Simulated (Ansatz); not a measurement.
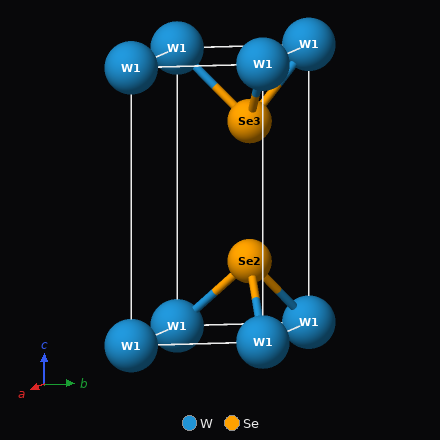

Three computed energy maps of cells of WSe₂. The picture above is the structure of the first map.

Map 1

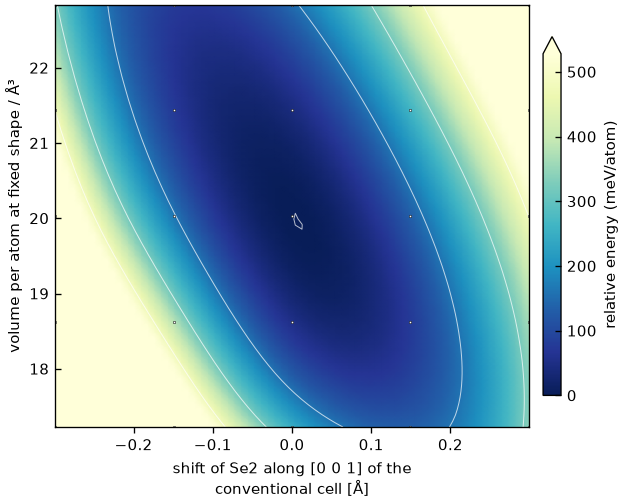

WSe₂ (P-6m2, No. 187; 3 atoms in the cell). 
- The energy is mapped over a free internal coordinate and the cell.
- First axis: shift of Se2 along [0 0 1] of the conventional cell, Cartesian (0 0 1), its symmetry partners moved as symmetry demands (measured in the relaxed cell). Second axis: volume per atom at fixed shape.
- Nothing is relaxed (all other coordinates fixed).
- The scan uses a 5 × 5 grid.
- Points are written as (first, second).
- Energies: meV/atom, counted from the lowest grid point.
- The band gap closes in part of the range.
- Method: Ansatz 0.2.0, DFT LDA+D3(BJ), scalar-relativistic, plane waves, PAW. Settings: cutoff 420 eV, k-mesh 12×12×4 in the order of the run's cell vectors, gaussian smearing 0.05 eV, no spin polarisation.

In the figure: a smooth colour map with a few white contour lines, dots at the grid points, one colour for all values above the top of the scale. Between grid points the surface is interpolated.

Map 2

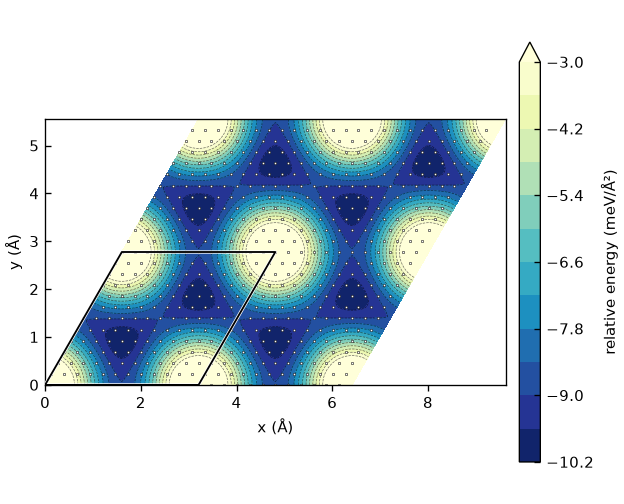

WSe₂ (P-6m2, No. 187; 6 atoms in the cell). Gamma surface: rigid slide across a plane, one fault a cell; the plane is (0 0 1) of the conventional cell, and the faces at the cut hold Se and Se. Places are given modulo a cell vector. The map is drawn in real space over the plane of the slide. Nothing is relaxed (rigid halves, spacing across the cut fixed). The grid has 12 × 12 points; 19 points were computed and 125 follow by symmetry. Energies: meV/Å², counted from the perfect crystal. This map comes from DFT LDA+D3(BJ), scalar-relativistic, plane waves, PAW (Ansatz 0.2.0). Settings: cutoff 420 eV, k-mesh 10×10×2 in the order of the run's cell vectors, gaussian smearing 0.05 eV, no spin polarisation.

The picture shows filled contours, dots at the grid points, the outline of one cell of the 2 × 2 shown, one colour for all values above the top of the scale. Between grid points the surface is interpolated.

Map 3

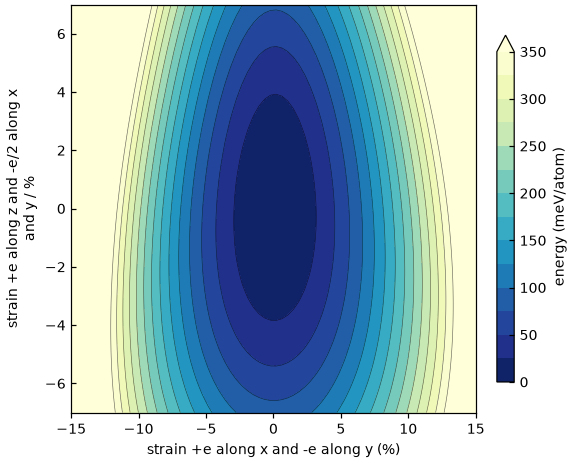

WSe₂ (P-6m2, No. 187; 3 atoms in the cell). 
- The energy is mapped over two homogeneous strains (x along [1 0 0], y along [1 2 0], z along [0 0 1] of the conventional cell).
- Coordinates scanned: (1) strain +e along x and -e along y; (2) strain +e along z and -e/2 along x and y.
- Nothing is relaxed (fractional coordinates fixed).
- The scan uses a 5 × 5 grid.
- Points are written as (first, second).
- All energies are given in meV/atom relative to the lowest grid point.
- The band gap closes in part of the range.
- These are results of DFT LDA+D3(BJ), scalar-relativistic, plane waves, PAW (Ansatz 0.2.0), not measurements. Settings: cutoff 420 eV, k-mesh 12×12×4 in the order of the run's cell vectors, gaussian smearing 0.05 eV, no spin polarisation.

The picture shows filled contours, one colour for all values above the top of the scale. Between grid points the surface is interpolated.

Summarise the maps one by one.

Map 1: The lowest grid point is at (0.00 Å, 20.03 Å³). No other kind of well shows on this grid. The highest grid point, (−0.30 Å, 17.23 Å³), lies 1855 meV/atom above the lowest. Round the minimum the valley is strongly tilted: raising the first coordinate shifts the best value of volume per atom at fixed shape downwards (coupling k₁₂/√(k₁₁k₂₂) about 0.7).
Map 2: The lowest grid point is at (4/12, 4/12) of the cell vectors, −10.0 meV/Å² from the perfect crystal; the map holds 2 wells of about this depth. The reference structure, at (0/12, 0/12) of the cell vectors, is a maximum of this map. The highest grid point, (0/12, 0/12) of the cell vectors, lies 10.0 meV/Å² above the lowest. On the interpolated surface the easiest way out of the lowest well to a well of about the same depth near (8/12, 8/12) of the cell vectors passes a barrier of about 1 meV/Å². The gap on the k-mesh is 1.2 eV at the lowest point and runs from 1.1 to 1.2 eV over the map.
Map 3: The lowest grid point is at (0.0 %, 0.0 %). It is the only kind of minimum in the scanned range. The highest grid point, (−15.0 %, 7.0 %), lies 818 meV/atom above the lowest. Round the minimum the two coordinates are nearly uncoupled.

Maps 1, 2, 3 start from a relaxed reference structure. Do they show a way to lower its energy?

Yes. In map 2 the point (4/12, 4/12) of the cell vectors lies 10.0 meV/Å² below the reference. Elsewhere the reference is the lowest point.

PAW datasets: the set soft_1.
